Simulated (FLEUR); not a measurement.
**Fe: magnetism against the ratio c/a**

How does the ratio c/a change the magnetic state of Fe?

Main program and level: FLEUR MaX-R8.1; PBE; all-electron FLAPW, Dirac cores, scalar-relativistic bands.

The database entry behind the starting cell differs from later determinations by our own check (an axis about 0.7 % long against later determinations), so it need not match the best structure at ambient conditions.

### 1. Set-up

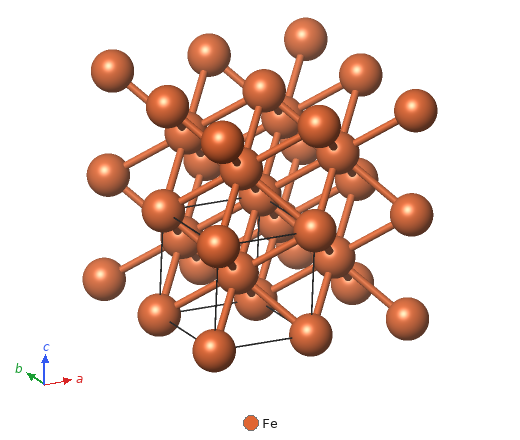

Start, viewed slightly off an axis; iron orange. 2×2×2 cells are drawn. This picture shows the conventional cell, with its axes. Some periodic images of atoms are drawn too.

Structure file:

```
Fe
1.0
    -1.44300    1.44300    1.44300
     1.44300   -1.44300    1.44300
     1.44300    1.44300   -1.44300
Fe
1
Direct
  0.00000 0.00000 0.00000
```

### 2. Factor 1, start ferro +

The scan starts at the cell as given.

Lengths along (0, 0, 1) take the factor and those normal to it its inverse root, so the volume stays. Atoms keep their fractional places. Spheres, Kmax and the mesh are the same at all points, the spheres being those of the tightest cell. inpgen writes inp.xml from crystal.txt; cutoffs, mixing, functional, smearing and local orbitals are then set in the file. The k list default-1 (kpts.xml, not shown) is a Γ-centred 14×14×14 mesh; where the ranks do not divide the number of points, some are split in two of half the weight.

File inp.xml:

```
<?xml version="1.0" encoding="UTF-8" standalone="no"?>
<fleurInput fleurInputVersion="0.39">
   <comment>
      Fe
   </comment>
   <calculationSetup>
      <cutoffs Kmax="3.6" Gmax="10.8" GmaxXC="10.8" numbands="0"/>
      <scfLoop itmax="110" minDistance="0.00002" maxIterBroyd="15" imix="Anderson" alpha="0.05" precondParam="0.0" spinf="2.0" sdNocoIR="T"/>
      <coreElectrons ctail="T" frcor="F" kcrel="0" coretail_lmax="0"/>
      <xcFunctional name="pbe" relativisticCorrections="F"/>
      <magnetism jspins="2"/>
      <soc l_soc="F" theta="0.0" phi="0.0" spav="F"/>
      <expertModes spex="0" secvar="F"/>
      <geometryOptimization l_f="F" forcealpha="1.0" forcemix="BFGS" epsdisp="0.00001" epsforce="0.00001"/>
      <ldaU l_linMix="F" mixParam="0.05" spinf="1.0"/>
   </calculationSetup>
   <cell>
      <bzIntegration valenceElectrons="16.0" mode="hist" fermiSmearingEnergy="0.00183747">
         <kPointListSelection listName="default-1"/>
         <xi:include xmlns:xi="http://www.w3.org/2001/XInclude" href="kpts.xml"> </xi:include>
      </bzIntegration>
      <xi:include xmlns:xi="http://www.w3.org/2001/XInclude" href="sym.xml"> </xi:include>
      <bulkLattice scale="1.0">
         <bravaisMatrix>
            <row-1>   -2.7268747977977998     2.7268747977977998     2.7268747977977998</row-1>
            <row-2>    2.7268747977977998    -2.7268747977977998     2.7268747977977998</row-2>
            <row-3>    2.7268747977977998     2.7268747977977998    -2.7268747977977998</row-3>
         </bravaisMatrix>
      </bulkLattice>
   </cell>
   <atomSpecies>
      <species name="Iron (Fe) 2.800" element="Fe" atomicNumber="26">
         <mtSphere radius="2.3" gridPoints="761" logIncrement="0.016"/>
         <atomicCutoffs lmax="8" lnonsphr="6"/>
         <electronConfig flipSpins="F">
            <coreConfig>(1s1/2) (2s1/2) (2p1/2) (2p3/2)</coreConfig>
            <valenceConfig>(3s1/2) (3p1/2) (3p3/2) (4s1/2) (3d3/2) (3d5/2)</valenceConfig>
            <stateOccupation state="(3d3/2)" spinUp="1.4" spinDown="1.0"/>
            <stateOccupation state="(3d5/2)" spinUp="3.0" spinDown="0.6"/>
         </electronConfig>
         <energyParameters s="4" p="4" d="3" f="4"/>
         <lo type="SCLO" l="0" n="3" eDeriv="0"/>
         <lo type="SCLO" l="1" n="3" eDeriv="0"/>
      </species>
   </atomSpecies>
   <atomGroups>
      <atomGroup species="Iron (Fe) 2.800">
         <relPos label="                   1">.0000000000 .0000000000 .0000000000</relPos>
         <force calculate="T" relaxXYZ="TTT"/>
      </atomGroup>
   </atomGroups>
   <output dos="F" band="F" slice="F">
      <bandDOS minEnergy="-.5*Htr" maxEnergy="0.5*Htr" sigma="0.015" storeEVData="T"/>
      <plotting iplot="0" polar="F">
         <plot TwoD="T" vec1="  1.0  0.0  0.0" vec2="  0.0  1.0  0.0" vec3="  0.0  0.0  1.0" zero="  0.0  0.0  0.0" file="plot"/>
      </plotting>
      <moessbauerParams electricFieldGradient="F" isomerShift="F" coreHyperfine="F" valenceHyperfine="F"/>
   </output>
</fleurInput>
```

File crystal.txt:

```
Fe
&input film=F cartesian=F /
-1.44300000000  1.44300000000  1.44300000000
1.44300000000  -1.44300000000  1.44300000000
1.44300000000  1.44300000000  -1.44300000000
1.8897261246
1.0 1.0 1.0

1
26 0.00000000000  0.00000000000  0.00000000000 : 2.800

&kpt div1=14 div2=14 div3=14 gamma=T /
```

Command:

```sh
> OMP_NUM_THREADS=1 inpgen -f crystal.txt > inpgen.log  # inp.xml is then edited as shown
> OMP_NUM_THREADS=1 mpirun -n 4 fleur_MPI > fleur.log
```

The log of the run:

```text
Welcome to FLEUR        (www.flapw.de)
      MaX-Release 8.1          (www.max-centre.eu)

 ========== k-point set info ==========
 Selected k-point list: default-1
 k-point list type: mesh
 14 x 14 x 14
 Number of k points: 104

 ------------Calculation Setup---------------------------
 Number of MPI-tasks      :            4
 Number of PE/node        :            4
 Number of OMP-threads    :            1
 k-points in parallel     :            4
 pe's per k-point         :            1
 No of k-point loops      :           26
 Eigenvalue solver        :       lapack
 Number of basis functions:           74
 Approximate size of matrices (H+S) per k-point:         0.000 GB
 --------------------------------------------------------
 Iteration:     1   Distance:      11.14010803 me/bohr^3
 Iteration:     2   Distance:       9.17399940 me/bohr^3
 Iteration:     3   Distance:       6.12279040 me/bohr^3
 Iteration:     4   Distance:       3.28001688 me/bohr^3
 Iteration:     5   Distance:       2.54501940 me/bohr^3
 Iteration:     6   Distance:       2.69618733 me/bohr^3
 Iteration:     7   Distance:       1.13444489 me/bohr^3
 Iteration:     8   Distance:       1.18861515 me/bohr^3
 Iteration:     9   Distance:       1.09869451 me/bohr^3
 Iteration:    10   Distance:       0.44728832 me/bohr^3
 Iteration:    11   Distance:       0.10184196 me/bohr^3
 Iteration:    12   Distance:       0.06884954 me/bohr^3
 Iteration:    13   Distance:       0.00381633 me/bohr^3
 Iteration:    14   Distance:       0.00154681 me/bohr^3
 Iteration:    15   Distance:       0.00066798 me/bohr^3
 Iteration:    16   Distance:       0.00065217 me/bohr^3
 Iteration:    17   Distance:       0.00006359 me/bohr^3
 Iteration:    18   Distance:       0.00004534 me/bohr^3
 Iteration:    19   Distance:       0.00001027 me/bohr^3

 ********************************************************************
 Run finished successfully
 Stop message:
   all done
 ********************************************************************

--- out.xml (last complete iteration) ---
<iteration numberForCurrentRun="   19" overallNumber="   19">
         [... left out ...]
         <bandgap value="0.0179228003" units="eV"/>
         <sumValenceSingleParticleEnergies value="-13.2652131636" units="Htr"/>
         <FermiEnergy value="0.3327495327" units="Htr"/>
         <valenceDensity>
            <mtCharges spin="1">
               <mtCharge atomType="1" total="8.5971702" s="1.1893935" p="3.1637174" d="4.2263192" f="0.0134205"/>
            </mtCharges>
            <mtCharges spin="2">
               <mtCharge atomType="1" total="6.2687704" s="1.1965163" p="3.2020236" d="1.8579183" f="0.0098624"/>
            </mtCharges>
            <spinDependentCharge spin="1" total="9.1343116" interstitial="0.5371413" mtSpheres="8.5971702"/>
            <spinDependentCharge spin="2" total="6.8656884" interstitial="0.5969180" mtSpheres="6.2687704"/>
            <totalCharge value="16.0000000000"/>
         </valenceDensity>
         [... left out ...]
         <magneticMomentsInMTSpheres units="muBohr">
            <globalMagMoment atomType="1" vec="0.00000   0.00000   2.32840"/>
            <localMagMoment atomType="1" vec="0.00000   0.00000   2.32840"/>
         </magneticMomentsInMTSpheres>
         [... left out ...]
         <totalEnergy value="    -1272.8025047771" units="Htr">
            <sumOfEigenvalues value="     -735.7699431009">
               <coreElectrons value="-722.5047299373"/>
               <valenceElectrons value="-13.2652131636"/>
            </sumOfEigenvalues>
            <densityCoulombPotentialIntegral value="-1953.3526677982"/>
            <densityEffectivePotentialIntegral value="-2025.9567795291"/>
            <chargeDenXCDenIntegral value="-55.9345476375"/>
            <FockExchangeEnergyValence value="0.0000000000"/>
            <FockExchangeEnergyCore value="0.0000000000"/>
         [... left out ...]
            <tkbTimesEntropy value="0.0003008854"/>
            <freeEnergy value="-1272.8028056625"/>
            <extrapolationTo0K value="-1272.8026552198"/>
         </totalEnergy>
         <densityConvergence units="me/bohr^3">
            <chargeDensity spin="1" distance="0.0000048840"/>
            <chargeDensity spin="2" distance="0.0000079220"/>
            <overallChargeDensity distance="0.0000082350"/>
            <spinDensity distance="0.0000102668"/>
         </densityConvergence>
      </iteration>
```

The job ended after 7.1 s (4 MPI ranks of Arm Neoverse V1, shared host; peak memory 0.15 GiB).

Spin moment in the muffin-tin sphere by atom:

```
atom  spin moment in the muffin-tin sphere (μB)
 Fe1                                       2.33
```

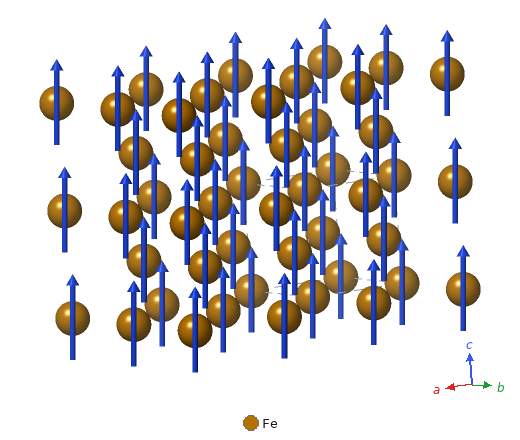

Spin moment in the muffin-tin sphere as arrows, the longest 2.33 μB. Up and down stand for the sign. Arrows give size and sign along the axis of quantisation, drawn up and down the page. 3×2×2 conventional cells are drawn. Some periodic images of atoms are drawn too.

Read from the output:

```yaml
free_energy: -34634.7288 eV
program_s_band_gap_on_this_mesh_in_a_metal_only_a_level_spacing: 0.01792 eV
magnetization: 2.269 μB
final_state: ferromagnetic
```

After 19 cycles the largest moment stands at 2.33 μB.

### 3. Factor 1, start antiferro q=(0,0,1/2) +-

The k list default-1 (kpts.xml, not shown) is a Γ-centred 14×14×7 mesh.

Edit inp.xml of step 2 so:

```diff
@@ -17,3 +17,3 @@
    <cell>
-      <bzIntegration valenceElectrons="16.0" mode="hist" fermiSmearingEnergy="0.00183747">
+      <bzIntegration valenceElectrons="32.0" mode="hist" fermiSmearingEnergy="0.00183747">
          <kPointListSelection listName="default-1"/>
@@ -26,3 +26,3 @@
             <row-2>    2.7268747977977998    -2.7268747977977998     2.7268747977977998</row-2>
-            <row-3>    2.7268747977977998     2.7268747977977998    -2.7268747977977998</row-3>
+            <row-3>    5.4537495955955997     5.4537495955955997    -5.4537495955955997</row-3>
          </bravaisMatrix>
@@ -44,2 +44,15 @@
       </species>
+      <species name="Iron (Fe) -2.800" element="Fe" atomicNumber="26">
+         <mtSphere radius="2.3" gridPoints="761" logIncrement="0.016"/>
+         <atomicCutoffs lmax="8" lnonsphr="6"/>
+         <electronConfig flipSpins="F">
+            <coreConfig>(1s1/2) (2s1/2) (2p1/2) (2p3/2)</coreConfig>
+            <valenceConfig>(3s1/2) (3p1/2) (3p3/2) (4s1/2) (3d3/2) (3d5/2)</valenceConfig>
+            <stateOccupation state="(3d3/2)" spinUp="1.0" spinDown="1.4"/>
+            <stateOccupation state="(3d5/2)" spinUp="0.6" spinDown="3.0"/>
+         </electronConfig>
+         <energyParameters s="4" p="4" d="3" f="4"/>
+         <lo type="SCLO" l="0" n="3" eDeriv="0"/>
+         <lo type="SCLO" l="1" n="3" eDeriv="0"/>
+      </species>
    </atomSpecies>
@@ -48,2 +61,6 @@
          <relPos label="                   1">.0000000000 .0000000000 .0000000000</relPos>
+         <force calculate="T" relaxXYZ="TTT"/>
+      </atomGroup>
+      <atomGroup species="Iron (Fe) -2.800">
+         <relPos label="                   2">.0000000000 .0000000000 1.000/2.000</relPos>
          <force calculate="T" relaxXYZ="TTT"/>
```

File crystal.txt:

```
Fe
&input film=F cartesian=F /
-1.44300000000  1.44300000000  1.44300000000
1.44300000000  -1.44300000000  1.44300000000
2.88600000000  2.88600000000  -2.88600000000
1.8897261246
1.0 1.0 1.0

2
26 0.00000000000  0.00000000000  0.00000000000 : 2.800
26 0.00000000000  0.00000000000  0.50000000000 : -2.800

&kpt div1=14 div2=14 div3=7 gamma=T /
```

The log of the run:

```text
[banner, memory and clock lines left out]
Welcome to FLEUR        (www.flapw.de)
      MaX-Release 8.1          (www.max-centre.eu)

 ========== k-point set info ==========
 Selected k-point list: default-1
 k-point list type: mesh
 14 x 14 x 7
 Number of k points: 372

 [... set-up left out ...]
 Iteration:     1   Distance:      14.36956049 me/bohr^3
 Iteration:     2   Distance:      12.19410724 me/bohr^3
 Iteration:     3   Distance:       8.25602158 me/bohr^3
 Iteration:     4   Distance:       7.72345713 me/bohr^3
 Iteration:     5   Distance:       4.61232086 me/bohr^3
 Iteration:     6   Distance:       4.62662012 me/bohr^3
 Iteration:     7   Distance:       2.51040640 me/bohr^3
 Iteration:     8   Distance:       2.65541431 me/bohr^3
[... lines left out ...]
 Iteration:    20   Distance:       0.00100485 me/bohr^3
 Iteration:    21   Distance:       0.00038954 me/bohr^3
 Iteration:    22   Distance:       0.00033281 me/bohr^3
 Iteration:    23   Distance:       0.00014739 me/bohr^3
 Iteration:    24   Distance:       0.00005059 me/bohr^3
 Iteration:    25   Distance:       0.00000916 me/bohr^3

 ********************************************************************
 Run finished successfully
 Stop message:
   all done
 ********************************************************************

--- out.xml (last complete iteration) ---
<iteration numberForCurrentRun="   25" overallNumber="   25">
         [... left out ...]
         <bandgap value="-0.0000000002" units="eV"/>
         <sumValenceSingleParticleEnergies value="-26.6164919791" units="Htr"/>
         <FermiEnergy value="0.3461721191" units="Htr"/>
         [... left out ...]
         <magneticMomentsInMTSpheres units="muBohr">
            <globalMagMoment atomType="1" vec="0.00000   0.00000   2.14738"/>
            <globalMagMoment atomType="2" vec="0.00000   0.00000  -2.14738"/>
         </magneticMomentsInMTSpheres>
         [... left out ...]
         <totalEnergy value="    -2545.5885358865" units="Htr">
            <sumOfEigenvalues value="    -1471.7519203970">
               <coreElectrons value="-1445.1354284179"/>
               <valenceElectrons value="-26.6164919791"/>
            </sumOfEigenvalues>
         [... left out ...]
            <freeEnergy value="-2545.5895405421"/>
            <extrapolationTo0K value="-2545.5890382143"/>
         </totalEnergy>
         <densityConvergence units="me/bohr^3">
            <chargeDensity spin="1" distance="0.0000064172"/>
            <chargeDensity spin="2" distance="0.0000064472"/>
            <overallChargeDensity distance="0.0000091633"/>
            <spinDensity distance="0.0000090293"/>
         </densityConvergence>
      </iteration>
```

The job ended after 62 s (4 MPI ranks; peak memory 0.27 GiB; 4.1 min of CPU time).

Spin moment in the muffin-tin sphere by atom:

```
atom  spin moment in the muffin-tin sphere (μB)
 Fe1                                       2.15
 Fe2                                      -2.15
```

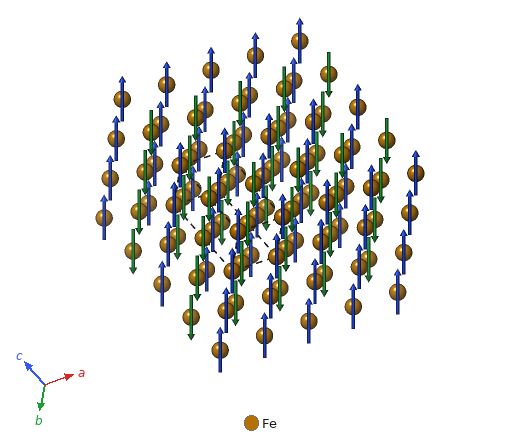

Spin moment in the muffin-tin sphere as arrows, the longest 2.15 μB. Up and down stand for the sign. Arrows give size and sign along the axis of quantisation, drawn up and down the page. The two directions have two colours. 4×3×2 cells are drawn. Some periodic images of atoms are drawn too.

Numbers from this step:

| Quantity | Value |
| --- | --- |
| free energy | -69269.0202 eV |
| magnetization | 0 μB |
| final state | antiferromagnetic |

After 25 cycles the largest moment stands at 2.15 μB.

### 4. Factor 1.1, start ferro +

The farthest finished point is shown in full.

The k list default-1 (kpts.xml, not shown) is a Γ-centred 14×14×14 mesh.

Edit inp.xml of step 3 so:

```diff
@@ -17,3 +17,3 @@
    <cell>
-      <bzIntegration valenceElectrons="32.0" mode="hist" fermiSmearingEnergy="0.00183747">
+      <bzIntegration valenceElectrons="16.0" mode="hist" fermiSmearingEnergy="0.00183747">
          <kPointListSelection listName="default-1"/>
@@ -24,5 +24,5 @@
          <bravaisMatrix>
-            <row-1>   -2.7268747977977998     2.7268747977977998     2.7268747977977998</row-1>
-            <row-2>    2.7268747977977998    -2.7268747977977998     2.7268747977977998</row-2>
-            <row-3>    5.4537495955955997     5.4537495955955997    -5.4537495955955997</row-3>
+            <row-1>   -2.5999731052920096     2.5999731052920096     2.9995622775775796</row-1>
+            <row-2>    2.5999731052920096    -2.5999731052920096     2.9995622775775796</row-2>
+            <row-3>    2.5999731052920096     2.5999731052920096    -2.9995622775775796</row-3>
          </bravaisMatrix>
@@ -44,15 +44,2 @@
       </species>
-      <species name="Iron (Fe) -2.800" element="Fe" atomicNumber="26">
-         <mtSphere radius="2.3" gridPoints="761" logIncrement="0.016"/>
-         <atomicCutoffs lmax="8" lnonsphr="6"/>
-         <electronConfig flipSpins="F">
-            <coreConfig>(1s1/2) (2s1/2) (2p1/2) (2p3/2)</coreConfig>
-            <valenceConfig>(3s1/2) (3p1/2) (3p3/2) (4s1/2) (3d3/2) (3d5/2)</valenceConfig>
-            <stateOccupation state="(3d3/2)" spinUp="1.0" spinDown="1.4"/>
-            <stateOccupation state="(3d5/2)" spinUp="0.6" spinDown="3.0"/>
-         </electronConfig>
-         <energyParameters s="4" p="4" d="3" f="4"/>
-         <lo type="SCLO" l="0" n="3" eDeriv="0"/>
-         <lo type="SCLO" l="1" n="3" eDeriv="0"/>
-      </species>
    </atomSpecies>
@@ -61,6 +48,2 @@
          <relPos label="                   1">.0000000000 .0000000000 .0000000000</relPos>
-         <force calculate="T" relaxXYZ="TTT"/>
-      </atomGroup>
-      <atomGroup species="Iron (Fe) -2.800">
-         <relPos label="                   2">.0000000000 .0000000000 1.000/2.000</relPos>
          <force calculate="T" relaxXYZ="TTT"/>
```

File crystal.txt:

```
Fe
&input film=F cartesian=F /
-1.37584651630  1.37584651630  1.58730000000
1.37584651630  -1.37584651630  1.58730000000
1.37584651630  1.37584651630  -1.58730000000
1.8897261246
1.0 1.0 1.0

1
26 0.00000000000  0.00000000000  0.00000000000 : 2.800

&kpt div1=14 div2=14 div3=14 gamma=T /
```

The log of the run:

```text
[banner, memory and clock lines left out]
Welcome to FLEUR        (www.flapw.de)
      MaX-Release 8.1          (www.max-centre.eu)

 ========== k-point set info ==========
 Selected k-point list: default-1
 k-point list type: mesh
 14 x 14 x 14
 Number of k points: 244

 [... set-up left out ...]
 Iteration:     1   Distance:      11.12422837 me/bohr^3
 Iteration:     2   Distance:       9.22853654 me/bohr^3
 Iteration:     3   Distance:       6.19173527 me/bohr^3
 Iteration:     4   Distance:       4.31999327 me/bohr^3
 Iteration:     5   Distance:       1.35729663 me/bohr^3
[...]
<sumOfEigenvalues value="     -735.7351763043">
               <coreElectrons value="-722.4839203918"/>
               <valenceElectrons value="-13.2512559125"/>
            </sumOfEigenvalues>
         [... left out ...]
            <freeEnergy value="-1272.8013672922"/>
            <extrapolationTo0K value="-1272.8011983821"/>
         </totalEnergy>
         <densityConvergence units="me/bohr^3">
            <chargeDensity spin="1" distance="0.0000014028"/>
            <chargeDensity spin="2" distance="0.0000019417"/>
            <overallChargeDensity distance="0.0000019903"/>
            <spinDensity distance="0.0000027414"/>
         </densityConvergence>
      </iteration>
```

Elapsed: 13 s, on 4 MPI ranks; peak memory 0.17 GiB.

Spin moment in the muffin-tin sphere by atom:

```
atom  spin moment in the muffin-tin sphere (μB)
 Fe1                                       2.43
```

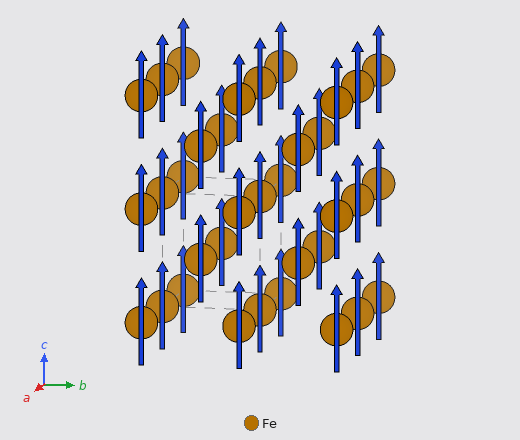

Spin moment in the muffin-tin sphere as arrows, the longest 2.43 μB. Up and down stand for the sign. Arrows give size and sign along the axis of quantisation, drawn up and down the page. 2×2×2 conventional cells are drawn. Some periodic images of atoms are drawn too.

Numbers from this step:

| Item | Value |
| --- | --- |
| free energy | -34634.6896 eV |
| program's band gap on this mesh (in a metal only a level spacing) | 0.008489 eV |
| magnetization | 2.373 μB |
| final state | ferromagnetic |

After 23 cycles the largest moment stands at 2.43 μB.

[end of part 1 of 2]

[Logs and program files are shortened in this print: banners, set-up blocks, solver, clock and traceback lines can be left out without a mark of their own.]

[Logs are printed without paths, hosts, clocks, repeated set-up lines and the standing remarks that a program may print on its own settings, such as how far it seeks lower states.]

[Hosts, paths, dates, database ids (printed as entryN), source tags and the programs' standing remarks are cut or masked in the printed files.]

[Where a cell is said to come from a database of computed structures, the database is the Materials Project.]
